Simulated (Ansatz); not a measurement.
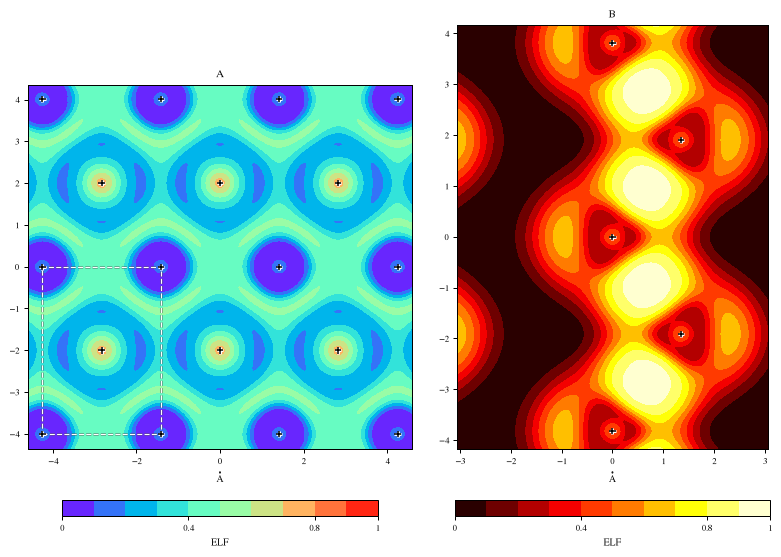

The electron localisation function of 2 systems, each on a plane through atoms (crosses mark nuclei in the plane).

The calculation used DFT LDA, scalar-relativistic, plane waves, PAW (Ansatz).

System 1: AlNi, the (101̄) plane of the conventional cell. Space group Pm-3m; a structure from a database of computed crystals, not necessarily the ambient phase; computed without spin polarisation.

System 2: Si, the (110) plane of the conventional cell. Space group Fd-3m; a structure from a database of computed crystals, not necessarily the ambient phase.

Match each panel to its system.

Answer. Panel A is system 1, AlNi: the plane holds Al and Ni. Al–Ni (2.45 Å): the ELF is about 0.40 at the midpoint. Panel B is system 2, Si: the plane holds Si. Si–Si (2.34 Å): the ELF peaks at about 0.95 between the atoms, as expected for a covalent bond.
